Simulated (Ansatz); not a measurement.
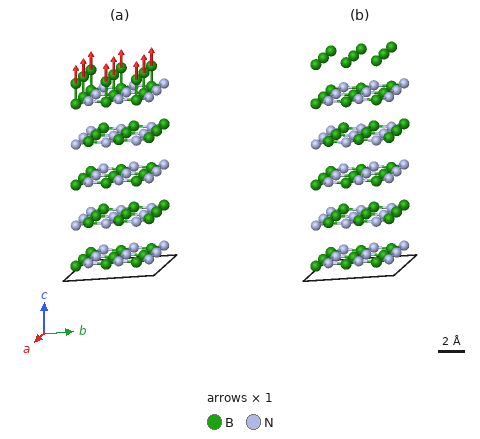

The structure of a slab of composition B6N5 (cut from the P6_3/mmc phase) before (left) and after (right) a constrained relaxation, at one scale. The red arrows give the displacements, at their true length.

Style: ball-and-stick. Shown: the 3 × 3 repeat of the cell, outlined in the plane, without the vacuum, slightly off an axis.

Case: B put at a top B site. The slab is the (0 0 1) face of BN with B on it. 4 atoms are held fixed.

Level of theory: DFT PBE+D3(BJ), scalar-relativistic, plane waves, PAW in Ansatz.

The input:
```yaml
crystal:
  lattice:
    - [2.5064380879, 0.0, 0.0]
    - [-1.2532190439, 2.1706390571, 0.0]
    - [0.0, 0.0, 32.2336959907]
  atoms:
    - { symbol: B, position: [0.6666666667, 0.3333333333, 0.2636992048] }
    - { symbol: "N", position: [0.3333333333, 0.6666666667, 0.2636992048] }
    - { symbol: B, position: [0.3333333333, 0.6666666667, 0.3663378844] }
    - { symbol: "N", position: [0.6666666667, 0.3333333333, 0.3663378844] }
    - { symbol: B, position: [0.6666666667, 0.3333333333, 0.4689765641] }
    - { symbol: "N", position: [0.3333333333, 0.6666666667, 0.4689765641] }
    - { symbol: B, position: [0.3333333333, 0.6666666667, 0.5716152439] }
    - { symbol: "N", position: [0.6666666667, 0.3333333333, 0.5716152439] }
    - { symbol: B, position: [0.6666666667, 0.3333333333, 0.6742539235] }
    - { symbol: "N", position: [0.3333333333, 0.6666666667, 0.6742539235] }
    - { symbol: B, position: [0.6666666667, 0.3333333333, 0.7263732957], spin: 1.0 }
basis:
  ecutwfc: 420
kpoints:
  mp_grid: { grid: [12, 12, 1] }
hamiltonian:
  xc: pbe
  dispersion: d3bj
scf:
  occupations: { method: gaussian, width: 0.05 }
output:
  forces: true
  eigenvalues: true
  populations: true
  write_density: true
  write_potential: true
  elf: true
  volumetric_format: npy
magnetization:
  spin_polarized: true
relax:
  adjacent_minimum: "off"
  f_tol: 0.03
  max_steps: 70
  constraints: [{ sites: [0, 1, 2, 3] }]
efield:
  axis: 3
  dipole_correction: true
  ramp_width: 0.04
```

Run as
```bash
ansatz run input.yaml --threads 1 --pin off --max-ram 2560MiB --backend cpu --events-out ev --progress --plain --runs-dir out
```

Question: Describe what moved and what it gained.

Answer: After 14 accepted moves (17 points after the start) the energy has fallen by 1.145 eV per cell of the calculation. The largest force component goes from 4.1 to 0.0057 eV/Å. 3 steps only repeated the SCF at the same geometry. The forces were under the threshold at step 9, but the run went on from there. B11 moves most: 1.54 Å along the normal (+c). Largest moves by element: B 1.54 Å, N 0.02 Å. The cell doesn't change. Some distances before and after: B9–B11 1.680 → 3.192 Å. Bonds break: B9–B11 (1.68 → 3.19 Å). The program noted that the starting moments weren't kept. The run took 10 min on 1 thread of Arm Neoverse V2, with other jobs on the host, peak memory 0.45 GiB.

Limits of the set-up: the periodic images lie only 2.5 Å apart, so the values are limited by the cell's size.
